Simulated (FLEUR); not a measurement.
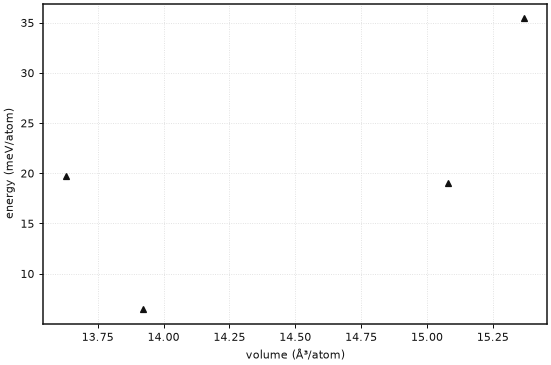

The plot gives the computed energy against volume for YN, space group Fm-3m (No. 225).

Structure:
```
CELL_PARAMETERS angstrom
0.00000 2.43850 2.43850
2.43850 0.00000 2.43850
2.43850 2.43850 0.00000
ATOMIC_POSITIONS crystal
Y 0.00000 0.00000 0.00000
N 0.50000 0.50000 0.50000
```

Computed with FLEUR MaX-R8.1 (later development tree): all-electron LAPW DFT, no spin polarisation; energies at scaled volumes of the given cell, shape and fractions fixed, counted from the fit's minimum, third-order Birch-Murnaghan fit. Level: AM05.

k mesh 9×9×9; occupations Fermi–Dirac; smearing width 0.05 eV; potentials all electron; program settings basis FLAPW, kmax 4.42 1/bohr.

The point at volume 14.50 Å³/atom is left out of the plot. What does the calculation give there?

```tsv
volume (Å³/atom)	energy (meV/atom)
14.50	1.08
```
